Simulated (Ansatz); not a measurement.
This input was run:

```
crystal:
  lattice:
    - [3.151253, 0.0, 0.0]
    - [-1.575627, 2.72907, 0.0]
    - [-1.575627, 0.90969, 6.187637]
  atoms:
    - { symbol: S, position: [0.7497, 0.2503, 0.249] }
    - { symbol: Mo, position: [0.3333, 0.6667, 0.0] }
    - { symbol: S, position: [0.5833, 0.4167, 0.75] }
  symmetry: { tolerance: 0.0003 }
kpoints:
  mp_grid: { grid: [9, 9, 9], shift: [0, 0, 0] }
magnetization:
  spin_polarized: false
scf:
  occupations: { method: methfessel_paxton, width: 0.1334 }
  lower_state_search: "off"
  max_iter: 200
hamiltonian:
  pseudopotentials: { kind: paw }
  xc: pbe
basis:
  ecutwfc: 420
  fft_grid_basis: typed
output:
  forces: true
  stress: true
  eigenvalues: true
  bader: true
  populations: true
  elf: true
  write_potential: true
  volumetric_format: npy
  dos:
    e_range: [-12, 8]
    de: 0.05
    projected: { site_lists: { Mo: [Mo], S: [S] } }
checkpoint:
  read: saved_state
```

Predict the main features of the density of states.

There is a gap; over the k points computed it is 1.02 eV. By projected weight, the top eV of the valence band is Mo (60 %) and S (40 %); the bottom eV of the conduction band is Mo (65 %) and S (35 %).

The structure was built from a prototype or by substitution, so it need not be a known phase. The atoms aren't at rest in this cell (largest force 0.5 eV/Å), so the relaxed material can differ. The cell is at 6 GPa in this functional.

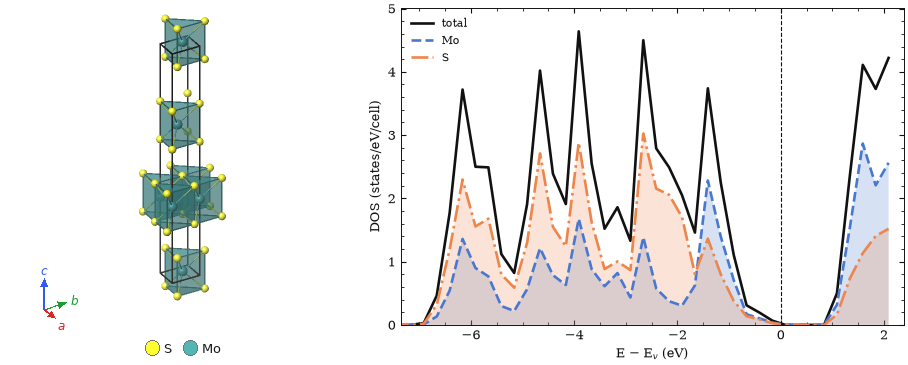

Density of states, beside the structure. Energies are counted from the top of the valence band. The partial curves are projected on Löwdin-orthogonalised atomic shells.
